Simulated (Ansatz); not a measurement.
Ga$_{4}$AsP$_{3}$: band-structure calculation (part 2 of 2)

Ga$_{4}$AsP$_{3}$ (P-4m2, 8 atoms in the cell); DFT, HSE06, plane waves, PAW, no spin polarisation (Ansatz 0.2.0); cutoff 420 eV, 4×4×2 k-mesh, fixed occupations. The structure was built on a prototype by a generator; it need not be a known phase. The geometry comes from this level: r2SCAN.

Geometry of the input (Å; fractional positions):
```
3.8939  0.0000  0.0000
0.0000  3.8939  0.0000
0.0000  0.0000  10.9987
P  0.0000  0.0000  0.2457
Ga 0.0000  0.5000  0.1228
P  0.5000  0.5000  0.0000
Ga 0.5000  0.0000  0.8772
P  0.0000  0.0000  0.7543
Ga 0.0000  0.5000  0.6316
As 0.5000  0.5000  0.5000
Ga 0.5000  0.0000  0.3684
```

Output, continued:
```
--- Per-component energies (eV) ---
  E_band       = -678.341107
  E_kinetic    = 773.884902
  E_local      = -11134.719266  (includes V_loc(G=0)·N_el)
  E_nonlocal   = 1135.341677
  E_hartree    = 5347.027295
  E_xc         = -436.249581
  E_vxc        = -397.415535  (∫ρ·V_xc dr)
  E_exx        = -278.221412  (= α·E_x^exact, valence–valence)
  E_paw        = -11336.561445  (= ΣΔE_a)
  E_vpaw       = -1193.042790  (= ΣTr[D̂ρ^β])
  E_aug_tail   = -0.000388  (compensation charges beyond the density's cutoff)
  E_ewald      = -6333.173855
  E_core_change = -0.538216  (= ΣΔE_core)
  E_smearing   = -0.000000  (= −TS)
  E_closure    = 0.000000  (closes the sum)
  Σ components = -22263.210289   (vs F -22263.210289, Δ=-3.64e-12)
--- Forces (eV/Å), atoms counted from 1 ---
  atom   1  P      0.00000000     0.00000000    -0.00556115
  atom   2  Ga    -0.00000000     0.00000000     0.00106396
  atom   3  P     -0.00000000     0.00000000     0.00000000
  atom   4  Ga     0.00000000     0.00000000    -0.00106396
  atom   5  P      0.00000000     0.00000000     0.00556115
  atom   6  Ga     0.00000000     0.00000000     0.00206295
  atom   7  As     0.00000000     0.00000000     0.00000000
  atom   8  Ga    -0.00000000     0.00000000    -0.00206295
  max |Σ_I F_I| component: 7.27e-26 eV/Å
--- Stress (GPa, compression-positive) ---
        1.027852       0.000000       0.000000
        0.000000       1.027852       0.000000
        0.000000       0.000000       0.273933
  P = ⅓ Tr σ = 0.7765 GPa (7.765 kbar)
--- Band table (eV; the first three rows and the last of 12) ---
  k-point 0: bands = ["-31.2628", "-31.2628", "-31.2554", "-31.2514", "-31.2382", "-10.3413", "-10.3003", "-10.2880", "-10.2617", "-10.2617", "-10.2439", "-10.2337", "-10.2337", "-10.2146", "-10.2146", "-10.1989", "-10.1901", "-10.1901", "-10.1830", "-10.1615", "-10.1571", "-10.1519", "-10.1476", "-10.1340", "-10.1292", "-6.8613", "-5.8129", "-5.7249", "-3.7649", "-0.3833", "2.9024", "2.9873", "3.9666", "3.9666", "4.9678", "4.9678", "5.2682", "5.2682", "6.9564", "6.9748", "6.9748", "9.1571", "9.3698", "9.3812", "9.7496", "9.9605", "11.3408"]
  k-point 1: bands = ["-31.2628", "-31.2628", "-31.2554", "-31.2514", "-31.2382", "-10.3374", "-10.3155", "-10.2684", "-10.2601", "-10.2601", "-10.2523", "-10.2388", "-10.2388", "-10.2085", "-10.2085", "-10.1983", "-10.1926", "-10.1926", "-10.1839", "-10.1613", "-10.1564", "-10.1522", "-10.1476", "-10.1335", "-10.1295", "-6.5992", "-6.5593", "-4.6628", "-4.5026", "0.7623", "0.7829", "4.1394", "4.1394", "4.4100", "4.4100", "5.2457", "5.3621", "6.1035", "6.1035", "6.4387", "6.4387", "9.1669", "9.2099", "10.1202", "10.1573", "10.5500", "10.9194"]
  k-point 2: bands = ["-31.2630", "-31.2628", "-31.2552", "-31.2506", "-31.2384", "-10.3288", "-10.3006", "-10.2932", "-10.2742", "-10.2554", "-10.2415", "-10.2368", "-10.2300", "-10.2217", "-10.2153", "-10.2042", "-10.1968", "-10.1868", "-10.1765", "-10.1627", "-10.1552", "-10.1493", "-10.1433", "-10.1371", "-10.1346", "-6.3100", "-5.3752", "-5.2823", "-3.8099", "-0.1521", "1.2401", "1.3199", "2.6998", "3.9428", "4.4266", "5.1341", "5.2280", "5.2355", "5.5327", "5.5400", "6.7049", "9.7558", "10.2935", "10.4496", "10.7496", "12.0031", "12.1508"]
  k-point 11: bands = ["-31.2632", "-31.2632", "-31.2543", "-31.2485", "-31.2389", "-10.3486", "-10.3364", "-10.3287", "-10.3207", "-10.2225", "-10.2093", "-10.2093", "-10.2022", "-10.2009", "-10.1984", "-10.1906", "-10.1906", "-10.1766", "-10.1766", "-10.1707", "-10.1707", "-10.1508", "-10.1508", "-10.1310", "-10.1310", "-3.9111", "-3.6873", "-3.6848", "-3.6718", "-0.3617", "-0.3617", "-0.2080", "-0.2080", "3.4711", "3.4711", "3.5307", "3.5491", "3.5888", "3.5888", "3.6346", "3.7805", "10.1772", "10.3438", "10.3903", "10.5442", "10.6522", "10.6522"]
```

File bands.tsv:
```
# k_distance	band_0	band_1	band_2	band_3	band_4	band_5	band_6	band_7	band_8	band_9	band_10	band_11	band_12	band_13	band_14	band_15	band_16	band_17	band_18	band_19	band_20	band_21	band_22	band_23	band_24	band_25	band_26	band_27	band_28	band_29	band_30	band_31	band_32	band_33	band_34	band_35	band_36	band_37	band_38	band_39	band_40	band_41	band_42	band_43	band_44	band_45	band_46
# fermi_ev = 6.974776
# lock_threshold_ev = 1e-6
# [0, 0, 0] at k_distance = 0.000000
# [0, 0.5, 0] at k_distance = 0.806798
# [0.5, 0.5, 0] at k_distance = 1.613596
# [0, 0, 0.5] at k_distance = 2.789790
# [0, 0.5, 0.5] at k_distance = 3.596588
# [0.5, 0.5, 0.5] at k_distance = 4.403386
# levels_relative_to = fermi_ev
# free_energy_ev = -22263.210289
# largest_residual_norms_ev = 3.523e-4 3.685e-4 2.263e-4 2.901e-4 1.703e-4 8.480e-4 8.293e-4 9.241e-4 9.640e-4 1.088e-3 1.229e-3 1.239e-3 1.210e-3 1.300e-3 1.321e-3 9.023e-4 1.394e-3 1.425e-3 1.290e-3 1.194e-3 1.335e-3 1.355e-3 1.269e-3 1.398e-3 1.433e-3 2.578e-4 2.411e-4 2.479e-4 2.270e-4 5.084e-4 5.345e-4 7.829e-4 8.157e-4 9.110e-4 1.040e-3 1.120e-3 6.041e-4 1.171e-3 1.360e-3 6.128e-4 7.816e-4 1.030e-3 1.132e-3 1.039e-3 1.102e-3 1.353e-3 1.459e-3
0.000000	-38.237587	-38.237587	-38.230194	-38.226152	-38.212976	-17.316029	-17.275069	-17.262807	-17.236431	-17.236431	-17.218671	-17.208508	-17.208508	-17.189333	-17.189333	-17.173645	-17.164846	-17.164846	-17.157786	-17.136256	-17.131895	-17.126699	-17.122353	-17.108741	-17.103993	-13.836090	-12.787658	-12.699644	-10.739721	-7.358067	-4.072374	-3.987525	-3.008156	-3.008156	-2.006928	-2.006928	-1.706531	-1.706531	-0.018396	0.000000	0.000000	2.182292	2.395001	2.406411	2.774856	2.985686	4.365997
0.806798	-38.238020	-38.237582	-38.229760	-38.224592	-38.213304	-17.294412	-17.286717	-17.273576	-17.265176	-17.219582	-17.218589	-17.215619	-17.200871	-17.190138	-17.188683	-17.186044	-17.183817	-17.146914	-17.145987	-17.137120	-17.135044	-17.116939	-17.114788	-17.114128	-17.110416	-11.962459	-11.816385	-11.702068	-11.636574	-7.305420	-7.195610	-5.988123	-5.862594	-3.673510	-3.660850	-1.505604	-1.480224	-1.427944	-1.249050	-1.213562	-0.796460	2.271291	2.290510	3.769500	4.004181	5.440106	5.477598
1.613596	-38.238018	-38.238018	-38.229107	-38.223277	-38.213681	-17.325498	-17.315141	-17.298448	-17.291476	-17.203227	-17.186387	-17.184027	-17.184027	-17.169093	-17.167332	-17.165295	-17.165295	-17.154207	-17.154207	-17.140750	-17.140750	-17.127997	-17.127997	-17.105372	-17.105372	-10.893612	-10.694948	-10.650466	-10.612524	-7.395690	-7.395690	-7.105531	-7.105531	-3.901243	-3.901243	-3.713881	-3.689875	-3.011473	-2.927703	-2.927703	-2.847684	2.078272	2.335529	2.482668	2.482668	5.459869	5.499788
2.789790	-38.237577	-38.237577	-38.230183	-38.226149	-38.212969	-17.312176	-17.290272	-17.243225	-17.234862	-17.234862	-17.227058	-17.213543	-17.213543	-17.183233	-17.183233	-17.173113	-17.167372	-17.167372	-17.158684	-17.136104	-17.131209	-17.126950	-17.122413	-17.108242	-17.104319	-13.573983	-13.534077	-11.637571	-11.477366	-6.212461	-6.191832	-2.835399	-2.835399	-2.564806	-2.564806	-1.729102	-1.612710	-0.871240	-0.871240	-0.536059	-0.536059	2.192166	2.235090	3.145440	3.182544	3.575203	3.944623
3.596588	-38.238018	-38.237587	-38.229760	-38.224595	-38.213306	-17.294326	-17.286628	-17.273627	-17.265209	-17.219397	-17.218464	-17.215604	-17.200592	-17.190622	-17.188926	-17.186535	-17.184181	-17.146698	-17.145767	-17.136525	-17.134556	-17.117006	-17.115082	-17.114461	-17.110472	-11.929422	-11.743362	-11.743310	-11.717569	-6.810079	-6.756288	-6.738104	-6.564818	-2.485800	-2.463775	-2.414773	-2.397987	-1.477642	-1.476693	-1.458038	-0.801014	3.242827	3.278775	3.294003	3.469033	5.293269	5.440449
4.403386	-38.238023	-38.238023	-38.229108	-38.223281	-38.213686	-17.323419	-17.311218	-17.303451	-17.295442	-17.197307	-17.184081	-17.184081	-17.176987	-17.175716	-17.173195	-17.165382	-17.165382	-17.151384	-17.151384	-17.145514	-17.145514	-17.125537	-17.125537	-17.105820	-17.105820	-10.885904	-10.662074	-10.659547	-10.646568	-7.336511	-7.336511	-7.182811	-7.182811	-3.503712	-3.503712	-3.444076	-3.425689	-3.385939	-3.385939	-3.340163	-3.194244	3.202473	3.368979	3.415516	3.569400	3.677424	3.677424
```

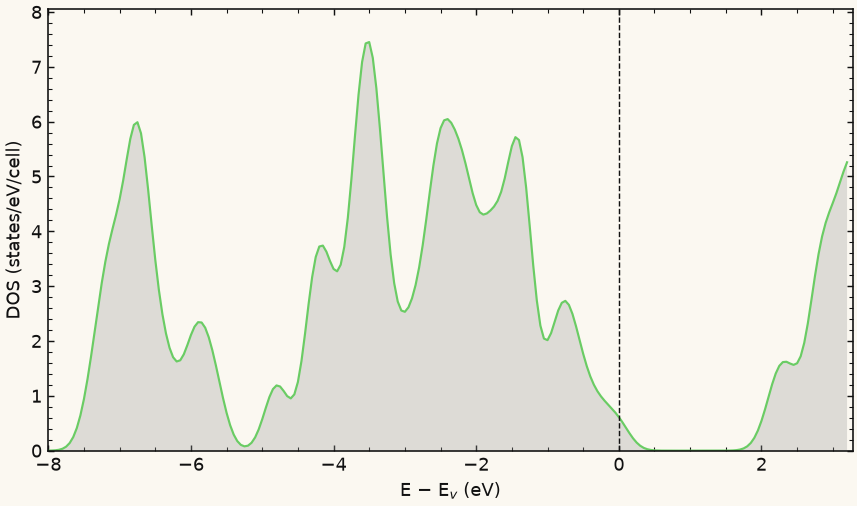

*Density of states (the curve is built from the levels of the k mesh with Gaussians 0.4 eV wide, which also blur the band edges), with energies from the valence-band top.*

There is a gap of 2.08 eV on the k-point mesh. Small ripples come from the finite k-point mesh.

Results in brief:

```csv
quantity,value
outcome,converged
space group (tolerance 0.01 Å),P-4m2 (115)
electrons treated,82
free energy,−22263.2103 eV
Fermi energy,6.975 eV
gap on the k-point mesh,2.08 eV
pressure,0.78 GPa
largest force (length of the vector),0.006 eV/Å
hardware,"4 threads of Arm Neoverse V1, 24 GiB of memory available, shared host"
wall time,1.8 min (CPU time 6.8 min)
peak memory,2.5 GiB
```

Remarks:

Warnings of the run: the exchange loop's threshold is looser than advised for the stress; the SCF threshold is looser than advised for the printed stress.
